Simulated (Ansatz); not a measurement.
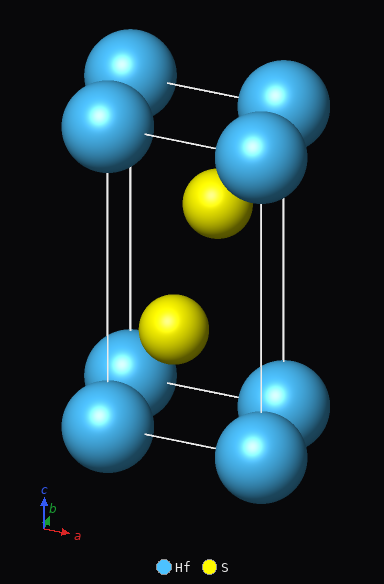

Spheres-only drawing of the structure, looking from a general direction. One unit cell is outlined, and atoms on its boundary appear in each equivalent place.

HfS$_{2}$, a = 3.63 Å, b = 3.64 Å, c = 5.88 Å, α = 90.00°, β = 90.00°, γ = 120.35°.

Level of theory and settings: Ansatz 0.2.0, DFT, r2SCAN, plane waves, PAW, an energy cutoff of 500 eV, the zone sampled with 12×12×4 points, no spin polarisation.

Question: Does it come out as a metal, or with a gap?

Answer: A semiconductor at this level, with a gap of 1.33 eV, indirect; the smallest direct gap is 2.22 eV.

Question: Would the cell expand or shrink if it could?

Answer: The computed pressure is 1.0 GPa (compressed: it would expand).

The initial geometry was a structure listed in the Materials Project. The cell was then strained or its atoms displaced on purpose. It went into a calculation with Ansatz.
